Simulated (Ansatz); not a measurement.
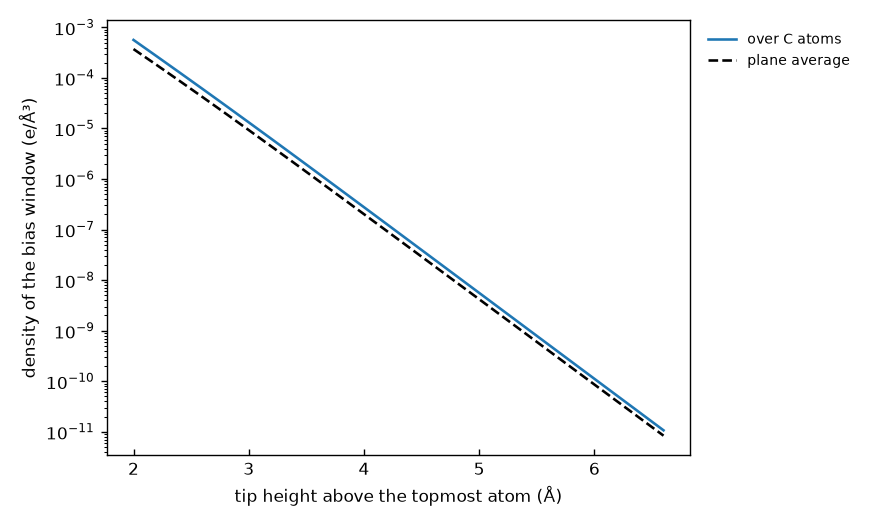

Approach curves over monolayer carbon (graphene) at a sample bias of −2.00 V.

Tersoff–Hamann simulation (s-wave tip); biases are sample biases. Bias windows are sharp sums over the levels of the k mesh.

The calculation used DFT PBE+D3(BJ), scalar-relativistic, plane waves, PAW (Ansatz). Cutoff 600 eV, 48 × 48 k-points, Gaussian smearing 0.05 eV, dipole correction. No spin polarisation. The run couldn't confirm all of its levels under its output density.

Estimate the decay constant and the apparent barrier, and compare with the vacuum level, which the run puts 4.24 eV above zero bias.

Answer. Near 4 Å the plane average falls as exp(−3.86 z/Å), a factor of 48 per ångström, which gives an apparent barrier of 14.2 eV (0.952 eV Å² times the slope squared). The apparent barrier is well above 4.24 eV. At 4 Å the 0.25 eV of states nearest the highest filled state carry under 1 % of the density. The value exceeds even the 6.24 eV between the vacuum level and the deepest states of the window, so their depth alone doesn't explain it. States away from the zone centre decay faster, since their momentum along the surface adds to the barrier, and that may account for the rest.
